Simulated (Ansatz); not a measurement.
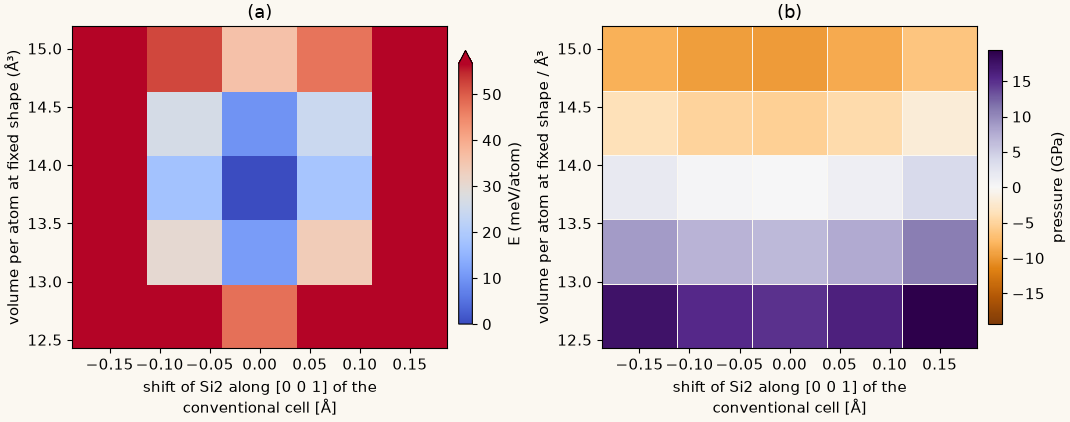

TiSi₂ (Immm, No. 71; 3 atoms in the cell). The energy is mapped over a free internal coordinate and the cell. First axis: shift of Si2 along [0 0 1] of the conventional cell, Cartesian (0 0 1), its symmetry partners moved as symmetry demands (measured in the relaxed cell). Second axis: volume per atom at fixed shape. Nothing is relaxed (all other coordinates fixed). The grid has 5 × 5 points. Points are written as (first, second). All energies are given in meV/atom relative to the lowest grid point. The calculation used Ansatz 0.2.0, DFT PBEsol, scalar-relativistic, plane waves, PAW. Settings: cutoff 520 eV, k-mesh 18×18×18, gaussian smearing 0.15 eV, no spin polarisation.

Panel (a) is the energy; panel (b) is the computed pressure, in GPa.

Drawn: one coloured cell a grid point, one colour for all values above the top of the scale.

> How does the pressure vary over the map, and what is it at the lowest grid point?

It runs from −9.7 GPa at (0.000 Å, 14.91 Å³) to 19.3 GPa at (0.150 Å, 12.70 Å³). At the lowest grid point, (0.000 Å, 13.81 Å³), it is 0.0 GPa. The pressure is minus the slope of the energy with volume, so it vanishes at the true minimum, which need not be a grid point.

| second ↓, first → | −0.150 | −0.075 | 0.000 | 0.075 | 0.150 |
| --- | --- | --- | --- | --- | --- |
| 14.91 | −8.2 | −9.5 | −9.7 | −8.7 | −6.5 |
| 14.36 | −3.7 | −5.1 | −5.4 | −4.3 | −1.8 |
| 13.81 | 2.0 | 0.3 | 0.0 | 1.1 | 3.8 |
| 13.26 | 8.9 | 7.0 | 6.6 | 7.9 | 10.8 |
| 12.70 | 17.5 | 15.4 | 14.9 | 16.2 | 19.3 |

PAW datasets: the set soft_1.
